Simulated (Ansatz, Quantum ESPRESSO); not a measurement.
# Band line-up of the AlN/SiC(110) superlattice, 7 + 7 layers, a = 4.302 Å, part 3 of 8

Wanted: the band alignment of the AlN/SiC(110) superlattice, 7 + 7 layers, a = 4.302 Å.

Quantum ESPRESSO 7.5; plane-wave DFT, LDA, GBRV ultrasoft pseudopotentials; geometry and cross-check by Ansatz 0.2.0 with PAW datasets.

So far. Step 2 (Geometry from Ansatz): The relaxation lowers the energy by 11 meV an atom. Step 3 (SCF with pw.x of bulk AlN): The run needed 8 iterations to bring the estimated error under 1e-07 Ry.

**4. Band structure of bulk AlN**

The density is frozen and the levels are solved along a path.

File a.bands.in:

```
&control
  prefix = 'a.bands'
  outdir = './out'
  pseudo_dir = './pseudo'
  calculation = 'bands'
/
&system
  ibrav = 0
  nat = 4
  ntyp = 2
  ecutwfc = 40
  ecutrho = 200
  occupations = 'smearing'
  smearing = 'fd'
  degauss = 0.002
  nbnd = 16
/
&electrons
  conv_thr = 1e-07
  mixing_beta = 0.5
  electron_maxstep = 120
/
ATOMIC_SPECIES
  Al  26.9815  al_lda_v1.uspp.F.UPF
  N   14.0070  n_lda_v1.2.uspp.F.UPF
CELL_PARAMETERS angstrom
  4.30200000000000 0.00000000000000 0.00000000000000
  0.00000000000000 3.04197337266453 0.00000000000000
  0.00000000000000 0.00000000000000 3.04197337266453
ATOMIC_POSITIONS crystal
  Al  0.000000000000 0.000000000000 0.000000000000
  N   0.250000000000 0.500000000000 0.000000000000
  Al  0.500000000000 0.500000000000 0.500000000000
  N   0.750000000000 0.000000000000 0.500000000000
K_POINTS crystal_b
6
  0.0000000000 0.0000000000 0.0000000000 20
  1.0000000000 0.0000000000 0.0000000000 1
  0.0000000000 0.0000000000 0.0000000000 20
  0.5000000000 0.0000000000 0.5000000000 1
  0.0000000000 0.0000000000 0.0000000000 20
  0.0000000000 0.5000000000 0.5000000000 1
```

Command:

```sh
> cp -r out/a.save out/a.bands.save
> cp out/a.xml out/a.bands.xml
> OMP_NUM_THREADS=1 mpirun -n 2 pw.x -nk 2 -in a.bands.in > a.bands.out
```

Log:

```text
[banner, memory and clock lines left out]
Program PWSCF v.7.5 starts

          URL

     Atomic positions and unit cell read from directory:
     ./out/a.bands.save/

     Found identity + ( -0.5000 -0.5000 -0.5000) symmetry
     This is a supercell, fractional translations are disabled
     Message from routine setup:
     using ibrav=0 with symmetry is DISCOURAGED, use correct ibrav instead

     G-vector sticks info

     bravais-lattice index     =            0
     lattice parameter (alat)  =       8.1296  a.u.
     unit-cell volume          =     268.6444 (a.u.)^3
     number of atoms/cell      =            4
     number of atomic types    =            2
     number of electrons       =        16.00
     number of Kohn-Sham states=           16
     kinetic-energy cutoff     =      40.0000  Ry
     charge density cutoff     =     200.0000  Ry
     Exchange-correlation= SLA  PZ   NOGX NOGC
                           (   1   1   0   0   0   0   0)

     celldm(1)=   8.129602  celldm(2)=   0.000000  celldm(3)=   0.000000
     celldm(4)=   0.000000  celldm(5)=   0.000000  celldm(6)=   0.000000

     crystal axes: (cart. coord. in units of alat)
               a(1) = (   1.000000   0.000000   0.000000 )
               a(2) = (   0.000000   0.707107   0.000000 )
               a(3) = (   0.000000   0.000000   0.707107 )

     reciprocal axes: (cart. coord. in units 2 pi/alat)
               b(1) = (  1.000000  0.000000  0.000000 )
               b(2) = (  0.000000  1.414214  0.000000 )
               b(3) = (  0.000000  0.000000  1.414214 )

     PseudoPot. # 1 for Al read from file:
     ./pseudo/al_lda_v1.uspp.F.UPF
     Pseudo is Ultrasoft + core correction, Zval =  3.0
     Generated by new atomic code, or converted to UPF format
     Using radial grid of  893 points,  3 beta functions with:
                l(1) =   0
                l(2) =   1
                l(3) =   2
     Q(r) pseudized with  8 coefficients,  rinner =    0.900   0.900   0.900
                                                       0.900   0.900

     PseudoPot. # 2 for N  read from file:
     ./pseudo/n_lda_v1.2.uspp.F.UPF
     Pseudo is Ultrasoft + core correction, Zval =  5.0
     Generated by new atomic code, or converted to UPF format
     Using radial grid of  729 points,  4 beta functions with:
                l(1) =   0
                l(2) =   0
                l(3) =   1
                l(4) =   1
     Q(r) pseudized with  8 coefficients,  rinner =    0.900   0.900   0.900

     atomic species   valence    mass     pseudopotential
     Al                3.00    26.98150     Al( 1.00)
     N                 5.00    14.00700     N ( 1.00)

      8 Sym. Ops. (no inversion) found

   Cartesian axes

     site n.     atom                  positions (alat units)
         1        Al     tau(   1) = (   0.0000000   0.0000000   0.0000000  )
         2        N      tau(   2) = (   0.2500000   0.3535534   0.0000000  )
         3        Al     tau(   3) = (   0.5000000   0.3535534   0.3535534  )
         4        N      tau(   4) = (   0.7500000   0.0000000   0.3535534  )

     number of k points=    63  Fermi-Dirac smearing, width (Ry)=  0.0020
                       cart. coord. in units 2pi/alat
        k(    1) = (   0.0000000   0.0000000   0.0000000), wk =   0.0317460
        k(    2) = (   0.0500000   0.0000000   0.0000000), wk =   0.0317460
        k(    3) = (   0.1000000   0.0000000   0.0000000), wk =   0.0317460
        k(    4) = (   0.1500000   0.0000000   0.0000000), wk =   0.0317460
        k(    5) = (   0.2000000   0.0000000   0.0000000), wk =   0.0317460
        k(    6) = (   0.2500000   0.0000000   0.0000000), wk =   0.0317460
        k(    7) = (   0.3000000   0.0000000   0.0000000), wk =   0.0317460
        k(    8) = (   0.3500000   0.0000000   0.0000000), wk =   0.0317460
        k(    9) = (   0.4000000   0.0000000   0.0000000), wk =   0.0317460
        k(   10) = (   0.4500000   0.0000000   0.0000000), wk =   0.0317460
        k(   11) = (   0.5000000   0.0000000   0.0000000), wk =   0.0317460
        k(   12) = (   0.5500000   0.0000000   0.0000000), wk =   0.0317460
        k(   13) = (   0.6000000   0.0000000   0.0000000), wk =   0.0317460
        k(   14) = (   0.6500000   0.0000000   0.0000000), wk =   0.0317460
        k(   15) = (   0.7000000   0.0000000   0.0000000), wk =   0.0317460
        k(   16) = (   0.7500000   0.0000000   0.0000000), wk =   0.0317460
        k(   17) = (   0.8000000   0.0000000   0.0000000), wk =   0.0317460
        k(   18) = (   0.8500000   0.0000000   0.0000000), wk =   0.0317460
        k(   19) = (   0.9000000   0.0000000   0.0000000), wk =   0.0317460
        k(   20) = (   0.9500000   0.0000000   0.0000000), wk =   0.0317460
        k(   21) = (   1.0000000   0.0000000   0.0000000), wk =   0.0317460
        k(   22) = (   0.0000000   0.0000000   0.0000000), wk =   0.0317460
        k(   23) = (   0.0250000   0.0000000   0.0353553), wk =   0.0317460
        k(   24) = (   0.0500000   0.0000000   0.0707107), wk =   0.0317460
        k(   25) = (   0.0750000   0.0000000   0.1060660), wk =   0.0317460
        k(   26) = (   0.1000000   0.0000000   0.1414214), wk =   0.0317460
        k(   27) = (   0.1250000   0.0000000   0.1767767), wk =   0.0317460
        k(   28) = (   0.1500000   0.0000000   0.2121320), wk =   0.0317460
        k(   29) = (   0.1750000   0.0000000   0.2474874), wk =   0.0317460
        k(   30) = (   0.2000000   0.0000000   0.2828427), wk =   0.0317460
        k(   31) = (   0.2250000   0.0000000   0.3181981), wk =   0.0317460
        k(   32) = (   0.2500000   0.0000000   0.3535534), wk =   0.0317460
        k(   33) = (   0.2750000   0.0000000   0.3889087), wk =   0.0317460
        k(   34) = (   0.3000000   0.0000000   0.4242641), wk =   0.0317460
        k(   35) = (   0.3250000   0.0000000   0.4596194), wk =   0.0317460
        k(   36) = (   0.3500000   0.0000000   0.4949747), wk =   0.0317460
        k(   37) = (   0.3750000   0.0000000   0.5303301), wk =   0.0317460
        k(   38) = (   0.4000000   0.0000000   0.5656854), wk =   0.0317460
        k(   39) = (   0.4250000   0.0000000   0.6010408), wk =   0.0317460
        k(   40) = (   0.4500000   0.0000000   0.6363961), wk =   0.0317460
        k(   41) = (   0.4750000   0.0000000   0.6717514), wk =   0.0317460
        k(   42) = (   0.5000000   0.0000000   0.7071068), wk =   0.0317460
        k(   43) = (   0.0000000   0.0000000   0.0000000), wk =   0.0317460
        k(   44) = (   0.0000000   0.0353553   0.0353553), wk =   0.0317460
        k(   45) = (   0.0000000   0.0707107   0.0707107), wk =   0.0317460
        k(   46) = (   0.0000000   0.1060660   0.1060660), wk =   0.0317460
[...]
-7.8587  -5.1095   2.2206   4.8263   5.3692   6.3432   7.1004   7.1004
    10.9864  12.3916  16.2030  19.4330  19.9519  19.9519  21.0195  22.6642

          k = 0.1250 0.0000 0.1768 (  1146 PWs)   bands (ev):

    -7.7711  -5.1562   2.3055   4.6600   5.4295   5.9671   7.0715   7.0715
    11.2712  12.6629  16.4257  19.2530  19.9917  19.9917  20.7836  22.4224

          k = 0.1500 0.0000 0.2121 (  1144 PWs)   bands (ev):

    -7.6655  -5.2086   2.3742   4.5217   5.5014   5.5578   7.0381   7.0382
    11.5876  12.9420  16.6713  19.0583  20.0023  20.0023  20.5050  22.1363

          k = 0.1750 0.0000 0.2475 (  1146 PWs)   bands (ev):

    -7.5429  -5.2646   2.4033   4.4415   5.1275   5.5838   7.0015   7.0015
    11.9281  13.2162  16.9173  18.8572  19.9663  19.9663  20.2060  21.8131

          k = 0.2000 0.0000 0.2828 (  1145 PWs)   bands (ev):

    -7.4048  -5.3221   2.3736   4.4430   4.6854   5.6753   6.9625   6.9625
    12.2879  13.4761  17.1302  18.6562  19.8760  19.8760  19.9183  21.4617

          k = 0.2250 0.0000 0.3182 (  1147 PWs)   bands (ev):

    -7.2527  -5.3795   2.2823   4.2393   4.5313   5.7744   6.9223   6.9224
    12.6635  13.7149  17.2636  18.4599  19.6830  19.7374  19.7374  21.0921

          k = 0.2500 0.0000 0.3536 (  1146 PWs)   bands (ev):

    -7.0886  -5.4352   2.1438   3.7959   4.6926   5.8791   6.8820   6.8821
    13.0526  13.9283  17.2700  18.2716  19.5381  19.5658  19.5658  20.7144

          k = 0.2750 0.0000 0.3889 (  1146 PWs)   bands (ev):

    -6.9151  -5.4878   1.9783   3.3613   4.9058   5.9872   6.8426   6.8426
    13.4525  14.1140  17.1359  18.0934  19.3784  19.3784  19.4860  20.3388

          k = 0.3000 0.0000 0.4243 (  1141 PWs)   bands (ev):

    -6.7355  -5.5365   1.8032   2.9417   5.1512   6.0963   6.8049   6.8049
    13.8595  14.2718  16.8974  17.9268  19.1889  19.1889  19.4833  19.9745

          k = 0.3250 0.0000 0.4596 (  1151 PWs)   bands (ev):

    -6.5537  -5.5804   1.6310   2.5432   5.4128   6.2033   6.7697   6.7698
    14.2656  14.4029  16.6107  17.7729  19.0075  19.0075  19.4763  19.6304

          k = 0.3500 0.0000 0.4950 (  1156 PWs)   bands (ev):

    -6.3745  -5.6190   1.4704   2.1728   5.6770   6.3055   6.7379   6.7379
    14.5097  14.6520  16.3326  17.6333  18.8413  18.8413  19.3144  19.4296

          k = 0.3750 0.0000 0.5303 (  1160 PWs)   bands (ev):

    -6.2038  -5.6520   1.3271   1.8377   5.9313   6.3994   6.7099   6.7099
    14.5948  14.9654  16.1410  17.5095  18.6951  18.6951  19.0336  19.3270

          k = 0.4000 0.0000 0.5657 (  1162 PWs)   bands (ev):

    -6.0484  -5.6790   1.2053   1.5462   6.1636   6.4820   6.6864   6.6864
    14.6609  15.0913  16.1652  17.4038  18.5721  18.5721  18.7944  19.1652

          k = 0.4250 0.0000 0.6010 (  1158 PWs)   bands (ev):

    -5.9158  -5.7001   1.1079   1.3067   6.3618   6.5501   6.6676   6.6676
    14.7104  15.0209  16.4209  17.3183  18.4746  18.4746  18.6022  18.9503

          k = 0.4500 0.0000 0.6364 (  1151 PWs)   bands (ev):

    -5.8138  -5.7152   1.0369   1.1278   6.5140   6.6010   6.6540   6.6541
    14.7447  14.8980  16.7597  17.2552  18.4039  18.4039  18.4616  18.7004

          k = 0.4750 0.0000 0.6718 (  1153 PWs)   bands (ev):

    -5.7493  -5.7242   0.9939   1.0170   6.6101   6.6324   6.6458   6.6458
    14.7649  14.8051  17.0653  17.2165  18.3612  18.3612  18.3758  18.4614

          k = 0.5000 0.0000 0.7071 (  1160 PWs)   bands (ev):

    -5.7272  -5.7272   0.9794   0.9794   6.6430   6.6430   6.6430   6.6430
    14.7716  14.7716  17.2034  17.2034  18.3469  18.3469  18.3469  18.3469

          k = 0.0000 0.0000 0.0000 (  1125 PWs)   bands (ev):

    -8.0172  -5.0166   2.0139   5.2590   5.2590   7.1559   7.1559   7.1559
    10.3935  11.7605  15.7658  19.8138  19.8138  19.8138  21.4198  23.1073

          k = 0.0000 0.0354 0.0354 (  1137 PWs)   bands (ev):

    -8.0038  -5.0149   2.0282   5.2272   5.2290   7.0974   7.1413   7.1413
    10.4570  11.8237  15.8143  19.7695  19.8330  19.8330  21.3971  23.0145

          k = 0.0000 0.0707 0.0707 (  1137 PWs)   bands (ev):

    -7.9639  -5.0098   2.0711   5.1379   5.1410   6.9319   7.0981   7.0982
    10.6404  12.0014  15.9568  19.6419  19.8900  19.8900  21.3294  22.7487

          k = 0.0000 0.1061 0.1061 (  1147 PWs)   bands (ev):

    -7.8978  -5.0019   2.1422   5.0015   5.0071   6.6835   7.0284   7.0284
    10.9248  12.2646  16.1852  19.4441  19.9830  19.9830  21.2173  22.3432

          k = 0.0000 0.1414 0.1414 (  1142 PWs)   bands (ev):

    -7.8061  -4.9918   2.2407   4.8192   4.8543   6.3786   6.9351   6.9351
    11.2852  12.5773  16.4875  19.1941  20.1090  20.1090  21.0619  21.8410

          k = 0.0000 0.1768 0.1768 (  1140 PWs)   bands (ev):

    -7.6895  -4.9805   2.3657   4.6045   4.6976   6.0391   6.8219   6.8219
    11.6942  12.9021  16.8485  18.9117  20.2643  20.2643  20.8640  21.0608

          k = 0.0000 0.2121 0.2121 (  1148 PWs)   bands (ev):

    -7.5492  -4.9692   2.5158   4.3678   4.5518   5.6808   6.6931   6.6931
    12.1219  13.1987  17.2511  18.6169  20.2889  20.4450  20.4450  20.6249

          k = 0.0000 0.2475 0.2475 (  1152 PWs)   bands (ev):

    -7.3867  -4.9589   2.6888   4.1190   4.4281   5.3146   6.5531   6.5531
    12.5339  13.4216  17.6756  18.3275  19.6354  20.1962  20.3486  20.6470

          k = 0.0000 0.2828 0.2828 (  1154 PWs)   bands (ev):

    -7.2037  -4.9507   2.8811   3.8682   4.3344   4.9480   6.4064   6.4064
    12.8872  13.5227  18.0498  18.0962  19.1494  19.7559  20.0462  20.8663

          k = 0.0000 0.3182 0.3182 (  1146 PWs)   bands (ev):

    -7.0027  -4.9454   3.0830   3.6294   4.2762   4.5862   6.2570   6.2570
    13.1315  13.4669  17.7658  18.4645  18.8893  19.4577  19.7541  21.0990

          k = 0.0000 0.3536 0.3536 (  1136 PWs)   bands (ev):

    -6.7864  -4.9436   3.2197   3.4801   4.2329   4.2565   6.1088   6.1089
    13.2197  13.2544  17.4627  18.6411  18.8713  19.3512  19.6039  21.3411

          k = 0.0000 0.3889 0.3889 (  1138 PWs)   bands (ev):

    -6.5583  -4.9454   3.0830   3.6294   3.8912   4.2762   5.9653   5.9654
    12.9226  13.1315  17.1597  18.4645  19.0410  19.4577  19.7541  21.5885

          k = 0.0000 0.4243 0.4243 (  1158 PWs)   bands (ev):

    -6.3229  -4.9507   2.8811   3.5637   3.8682   4.3344   5.8295   5.8296
    12.5233  12.8872  16.8763  18.0962  19.3276  19.7559  20.0462  21.8366

          k = 0.0000 0.4596 0.4596 (  1156 PWs)   bands (ev):

    -6.0853  -4.9589   2.6888   3.2536   4.1190   4.4281   5.7041   5.7041
    12.1025  12.5339  16.6210  17.6756  19.6757  20.1962  20.3486  22.0804

          k = 0.0000 0.4950 0.4950 (  1156 PWs)   bands (ev):

    -5.8520  -4.9692   2.5158   2.9646   4.3678   4.5518   5.5912   5.5912
    11.6938  12.1219  16.3970  17.2511  20.0460  20.6249  20.7231  22.3140

          k = 0.0000 0.5303 0.5303 (  1144 PWs)   bands (ev):

    -5.6305  -4.9805   2.3658   2.7017   4.6044   4.6976   5.4927   5.4927
    11.3205  11.6942  16.2059  16.8485  20.4089  20.8640  21.2864  22.5308

          k = 0.0000 0.5657 0.5657 (  1146 PWs)   bands (ev):

    -5.4296  -4.9918   2.2407   2.4709   4.8192   4.8543   5.4101   5.4101
    10.9985  11.2852  16.0484  16.4875  20.7413  21.0619  21.8410  22.7234

          k = 0.0000 0.6010 0.6010 (  1158 PWs)   bands (ev):

    -5.2587  -5.0019   2.1422   2.2793   5.0014   5.0071   5.3447   5.3447
    10.7387  10.9248  15.9251  16.1852  21.0234  21.2173  22.3432  22.8842

          k = 0.0000 0.6364 0.6364 (  1164 PWs)   bands (ev):

    -5.1277  -5.0098   2.0711   2.1348   5.1379   5.1410   5.2973   5.2973
    10.5484  10.6404  15.8368  15.9568  21.2387  21.3294  22.7487  23.0057

          k = 0.0000 0.6718 0.6718 (  1176 PWs)   bands (ev):

    -5.0449  -5.0149   2.0282   2.0446   5.2272   5.2289   5.2686   5.2686
    10.4324  10.4570  15.7836  15.8143  21.3738  21.3971  23.0145  23.0816

          k = 0.0000 0.7071 0.7071 (  1176 PWs)   bands (ev):

    -5.0166  -5.0166   2.0139   2.0139   5.2590   5.2590   5.2590   5.2590
    10.3935  10.3935  15.7658  15.7658  21.4198  21.4198  23.1073  23.1073

     XML data file, pseudopotentials, collected wavefunctions

                                        0.00s GPU  (    1036 calls)
```

Wall time 4.8 s (2 MPI ranks of Arm Neoverse V2, shared host); peak memory 0.1 GiB.

Numbers from this step:

```
valence top, on the run's zero       : 7.156 eV
conduction bottom, on the run's zero : 10.39 eV
gap by band count                    : 3.238 eV
```

Band numbers count within the set of bands kept for display; the cell holds two formula units, so the X point along 001 folds onto the zone centre. The electronic bands at the labelled points (eV, zero at the Fermi level, which the smearing puts inside the gap; v1 is the highest filled band, c1 the lowest empty one):

| point | v4 | v3 | v2 | v1 | c1 | c2 | c3 | c4 |
| --- | --- | --- | --- | --- | --- | --- | --- | --- |
| L | -2.80 | -2.80 | -2.80 | -2.80 | 5.33 | 5.33 | 7.76 | 7.76 |
| Γ | -4.19 | -2.29 | -2.29 | -2.29 | 0.95 | 2.32 | 6.32 | 10.37 |
| X | -4.19 | -4.19 | -4.19 | -4.19 | 0.95 | 0.95 | 6.32 | 6.32 |

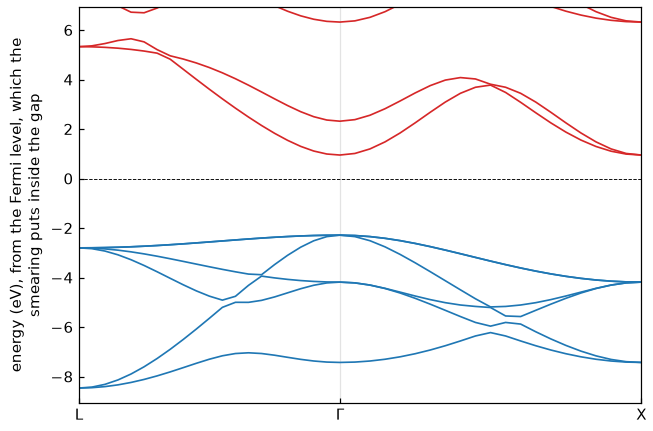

Electronic bands along the path; lines of filled and empty bands in two colours.

**5. Electrostatic potential of bulk AlN**

plot_num = 11 writes the bare and Hartree potential, whose mean serves as the common reference.

File a.pot.in:

```
&inputpp
  prefix = 'a'
  outdir = './out'
  filplot = 'a.pot.dat'
  plot_num = 11
/
```

Command:

```sh
> OMP_NUM_THREADS=1 mpirun -n 2 pp.x -in a.pot.in > a.pot.out
```

Log:

```text
[banner, memory and clock lines left out]
Program POST-PROC v.7.5 starts

          URL

     ./out/a.save/

     IMPORTANT: XC functional enforced from input :
     Exchange-correlation= PZ
                           (   1   1   0   0   0   0   0)
     Any further DFT definition will be discarded
     Please, verify this is what you really want

     Calling punch_plot, plot_num =  11
     Writing data to file  a.pot.dat
     Message from routine chdens:
     namelist plot not found or invalid, exiting
```

Elapsed: 0.7 s, on 2 MPI ranks; peak memory 0.09 GiB.

Electrostatic potential energy of an electron; zero at the Fermi level, which the smearing puts inside the gap. Table of potential energy, planar mean by z:

| z (Å) | potential energy, planar mean (eV) |
| --- | --- |
| 0.00 | -13.0 |
| 0.37 | -8.01 |
| 0.61 | -4.27 |
| 0.97 | -4.92 |
| 1.34 | -11.5 |
| 1.58 | -12.8 |
| 1.95 | -6.83 |
| 2.31 | -3.59 |
| 2.56 | -5.78 |
| 2.92 | -12.3 |

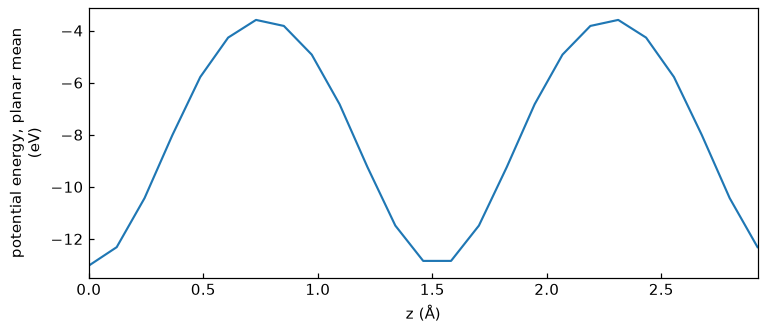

Potential energy, planar mean, plotted against z.

**6. Planar and running averages of bulk AlN**

average.x takes the planar mean and smooths it over a window of one repeat.

File a.avg.in:

```
1
a.pot.dat
1.0
40
3
5.7484965527
```

Command:

```sh
> OMP_NUM_THREADS=1 average.x < a.avg.in > a.avg.out
```

Log:

```text
[banner, memory and clock lines left out]
Program AVERAGE v.7.5 starts

          URL

     Reading header from file  a.pot.dat
     Reading data from file  a.pot.dat
     Output written to file avg.dat

[...]
```

Elapsed: 0.47 s, on 1 MPI rank; peak memory 0.09 GiB.

Read from the output:

| Item | Value |
| --- | --- |
| average.x's running mean over the crystal, on the run's own zero | 1.440 eV |
| mean potential by an exact Fourier window over the crystal, on the run's own zero | 1.440 eV |

Electrostatic potential energy of an electron; zero at the Fermi level, which the smearing puts inside the gap; window 3.0420 Å. Potential energy, running mean against z:

| z (Å) | potential energy, running mean (eV) |
| --- | --- |
| 0.00 | -7.88 |
| 0.15 | -7.90 |
| 0.38 | -8.01 |
| 0.53 | -8.08 |
| 0.68 | -8.11 |
| 0.84 | -8.11 |
| 1.06 | -8.05 |
| 1.22 | -7.97 |
| 1.37 | -7.90 |
| 1.60 | -7.88 |
| 1.75 | -7.94 |
| 1.90 | -8.01 |
| 2.13 | -8.10 |
| 2.28 | -8.12 |
| 2.43 | -8.10 |
| 2.59 | -8.05 |
| 2.81 | -7.94 |
| 2.97 | -7.88 |

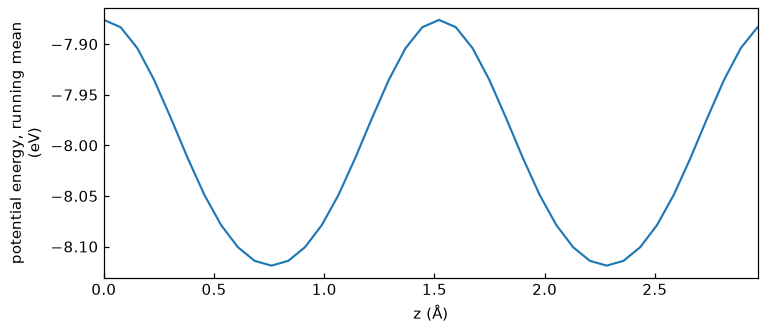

Potential energy, running mean, plotted against z.

In a crystal the running mean should be flat; that of average.x keeps a ripple of 0.24 eV. The line-up therefore uses an exact Fourier window on the same potential.

(Continued in part 4 of 8.)

[Logs are printed without paths, hosts, clocks, repeated set-up lines and the standing remarks that a program may print on its own settings, such as how far it seeks lower states.]

[Hosts, paths, dates, database ids (printed as entryN), source tags and the programs' standing remarks are cut or masked in the printed files.]

[Maps of the electrostatic potential energy from Ansatz leave out the sawtooth potential of an applied field or a dipole correction, so their vacuum need not be flat; planar profiles and work functions include it.]
